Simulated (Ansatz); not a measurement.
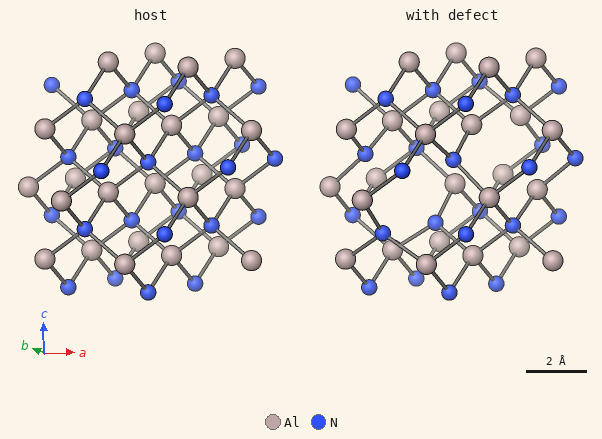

Left: perfect AlN. Right: the same region with a pair of point defects, after relaxing the atoms in a supercell of 64 sites. A ball-and-stick model of the atoms within 5.1 Å of one point, seen slightly off an axis.

These are results of Ansatz, DFT, PBEsol, PAW, plane waves, not measurements. Set-up: plane-wave cutoff 420 eV; k-point mesh 1 × 1 × 1; mesh shifted by (0.25, 0.25, 0.25); collinear spin. Fermi-Dirac smearing of 0.01 eV. The axes drawn are those of the host's conventional cell.

Which defect is it?

An aluminium atom is taken out (a vacancy) and a nitrogen atom is taken out (a vacancy), the two sites 3.6 Å apart.

The charge state of the cell is 0.

How does the lattice respond?

Around the empty Al site the host had 4 N at 1.90 Å; after relaxation the nearest atoms are 4 N at 2.07 to 2.12 Å. Around the empty N site the host had 4 Al at 1.90 Å; after relaxation the nearest atoms are 4 Al at 1.94 to 1.95 Å. Of the host's atoms, a nitrogen atom moves furthest from its site, by 0.22 Å. The cell's net moment is 2.00 μB.
